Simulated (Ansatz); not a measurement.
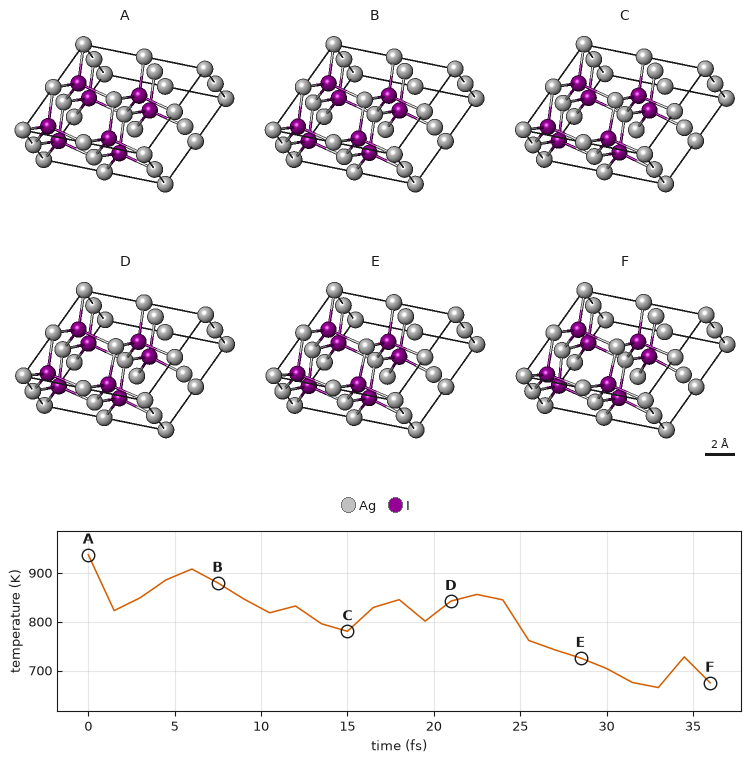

Molecular dynamics of a 16-atom cell of AgI (built on the zincblende type), of which 36 fs are on record. Frames (A at 0 fs, B at 7.5 fs, C at 15 fs, D at 21 fs, E at 28 fs, F at 36 fs) and the history of the run. The picture is a ball-and-stick view of the reduced simulation cell, seen from a free direction. Bonds to atoms that aren't drawn are left out. Lengths and directions refer to the drawn axes.

All numbers below come from DFT, PBEsol, plane waves, PAW in Ansatz 0.2.0. Run with plane-wave cutoff 420 eV; k-point mesh 2 × 2 × 2; Fermi-Dirac smearing 0.086 eV; Langevin thermostat (NVT); set temperature 1000 K; time step 1.5 fs.

Input
```yaml
crystal:
  lattice:
    - [0.0, 6.5771498493, 6.5771498493]
    - [6.5771498493, 0.0, 6.5771498493]
    - [6.5771498493, 6.5771498493, 0.0]
  atoms:
    - { symbol: Ag, position: [0.0, 0.0, 0.0] }
    - { symbol: I, position: [0.125, 0.125, 0.125] }
    - { symbol: Ag, position: [0.0, 0.0, 0.5] }
    - { symbol: I, position: [0.125, 0.125, 0.625] }
    - { symbol: Ag, position: [0.0, 0.5, 0.0] }
    - { symbol: I, position: [0.125, 0.625, 0.125] }
    - { symbol: Ag, position: [0.0, 0.5, 0.5] }
    - { symbol: I, position: [0.125, 0.625, 0.625] }
    - { symbol: Ag, position: [0.5, 0.0, 0.0] }
    - { symbol: I, position: [0.625, 0.125, 0.125] }
    - { symbol: Ag, position: [0.5, 0.0, 0.5] }
    - { symbol: I, position: [0.625, 0.125, 0.625] }
    - { symbol: Ag, position: [0.5, 0.5, 0.0] }
    - { symbol: I, position: [0.625, 0.625, 0.125] }
    - { symbol: Ag, position: [0.5, 0.5, 0.5] }
    - { symbol: I, position: [0.625, 0.625, 0.625] }
kpoints:
  mp_grid: { grid: [2, 2, 2] }
hamiltonian:
  xc: pbesol
scf:
  occupations: { method: fermi_dirac, width: 0.086 }
md:
  ensemble: nvt_langevin
  temperature: 1000
  timestep: 1.5
  n_steps: 40
  initial_velocities: maxwell_boltzmann
  seed: 4019
```

Run as
```bash
ansatz run input.yaml --threads 4 --pin off --max-ram 3686MiB --backend cpu --events-out ev --progress --plain --runs-dir out
```

Describe the run.

Over the second half the temperature averages 759 K (spread ±69 K). The potential energy is still drifting at the end, so the run hasn't reached equilibrium. The potential energy in the second half lies on average 22.1 meV per atom above the first frame. In the second half of the run the atoms are, in the root-mean-square, this far from where they began (common drift taken out): Ag 0.13 Å, I 0.08 Å. The run lasts only 36 fs, too short to tell vibration from diffusion. The run was cut off by its time limit after 24 steps.
